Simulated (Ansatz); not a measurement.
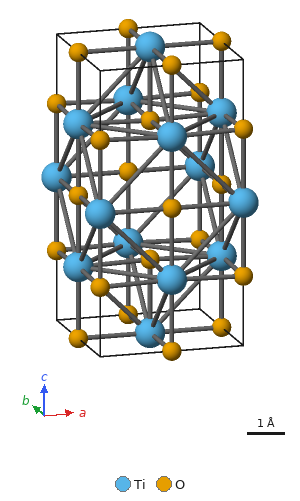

Normal modes of a crystal of Ti3O4, space group I4/mmm (No. 139), at the zone centre. A ball-and-stick model of the conventional cell (2 times the calculation's cell), seen slightly off an axis. Lengths and directions refer to the drawn axes.

Theory: Ansatz, DFT PBEsol, scalar-relativistic, plane waves, PAW. Settings: plane-wave cutoff 420 eV; k-point mesh 12 × 12 × 12; occupations fermi dirac; smearing width 0.15 eV; no spin polarisation.

The frequencies depend somewhat on the k-mesh and the smearing.

List the optical modes.

The calculation's cell holds 7 atoms, so there are 18 optical modes, in 12 levels. The optical modes span 2E_g + 3A₂u + 4E_u + B₁g + A₁g + B₂u. No level is unstable.

```
level  symmetry  frequency (cm⁻¹)         activity
    1       E_g               119     Raman-active
    2       A₂u               156  infrared-active
    3       E_u               200  infrared-active
    4       B₁g               280     Raman-active
    5       E_u               345  infrared-active
    6       A₁g               474     Raman-active
    7       A₂u               486  infrared-active
    8       E_u               502  infrared-active
    9       E_g               519     Raman-active
   10       E_u               527  infrared-active
   11       A₂u               530  infrared-active
   12       B₂u               534           silent
```

The crystal is a metal, so free carriers screen the infrared response.

The displacement patterns (one member of each degenerate set), 6 of the levels:

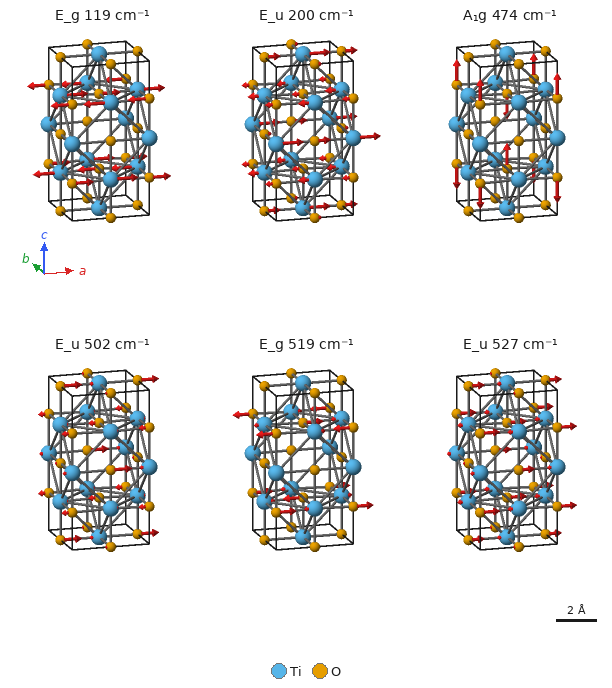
